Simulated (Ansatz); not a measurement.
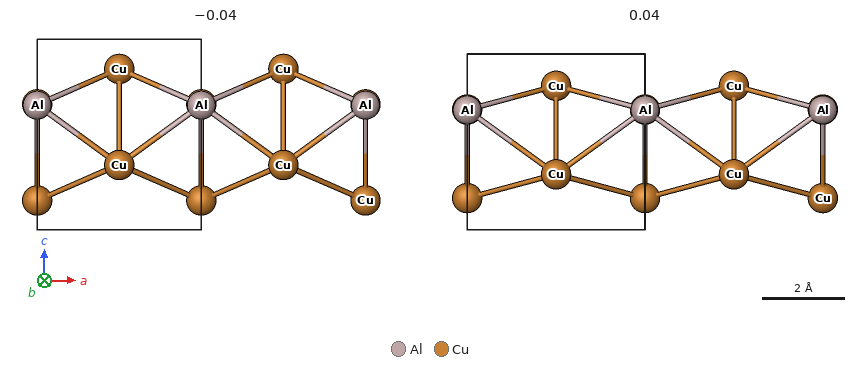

Solid AlCu3 (set up in Pmmn), under biaxial strain in the a–b plane (c and atoms relaxed), with energies (extrapolated to zero smearing) counted from the relaxed crystal, which is the row at zero. The picture shows the first and the last member. The picture is a ball-and-stick view of the cell of the calculation, repeated 2 × 1 × 1 with one cell outlined, seen along the b axis.

Computed with Ansatz 0.2.0: DFT PBEsol, scalar-relativistic, plane waves, PAW. Settings: plane-wave cutoff 420 eV; k-point mesh 8 × 8 × 8; occupations gaussian; smearing width 0.1 eV; no spin polarisation; force threshold 0.008 eV/Å.

| strain | energy (meV/atom) | a (Å) | b (Å) | c (Å) |
| --- | --- | --- | --- | --- |
| −0.04 | 32.56 | 4.009 | 4.914 | 4.652 |
| −0.02 | ? | ? | ? | ? |
| 0.0 | 0.00 | 4.176 | 5.118 | 4.473 |
| 0.02 | 6.78 | 4.259 | 5.221 | 4.384 |
| 0.04 | 24.23 | 4.343 | 5.323 | 4.296 |

### Fill in the missing row.

A parabola through three neighbouring rows (−0.04, 0.0, 0.02) gives, with Lagrange weights, (0.3333)(32.56) + (1.0000)(0.00) + (−0.3333)(6.78) = 8.59 meV/atom. The calculation gives 7.61 meV/atom (a = 4.092 Å, b = 5.016 Å, c = 4.561 Å). The estimate is 0.98 meV/atom too high. From the first member to the last: Cu–Cu 2.444 → 2.655 Å, Al–Cu 2.457 → 2.662 Å, Cu–Cu 2.468 → 2.671 Å.

The whole series:

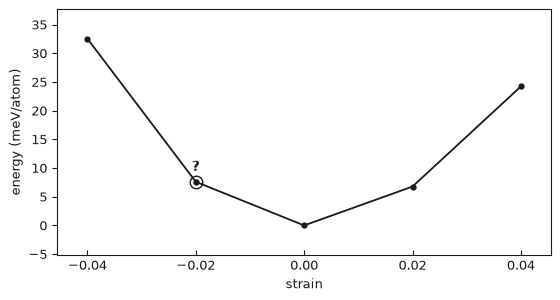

Each member starts from this one structure; whether another phase lies lower wasn't checked.
